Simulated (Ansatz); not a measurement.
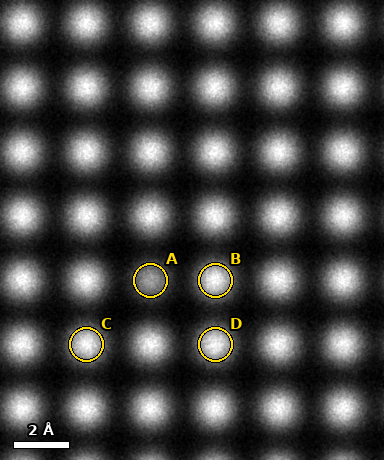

HAADF-like image of Cr (Pm-3m, No. 221) along [001]. The image is simulated as a sum over atoms of Z^1.7, blurred by a 1.14 Å probe (no channelling). The probe carries 25 % of its weight in a tail 2.5 times as wide. Shot noise was added.

The sample is 3 repeats (7.0 Å) thick. One point defect was put into the perfect crystal, without relaxing the atoms around it. Brightness is counted from the darkest point of the image. Host structure: coordinates from a relaxation with Ansatz 0.2.0, DFT, PBE, plane waves (420 eV) with PAW, scalar-relativistic; the starting structure was generated, so it need not be a known form of this composition.

### Which ringed column holds the defect, and does it scatter more or less than its equals?

A; it scatters less. The column holds 3 atoms (Cr) through the sample, and one Cr atom is missing, so its peak drops to about 65 % of that of its equals.
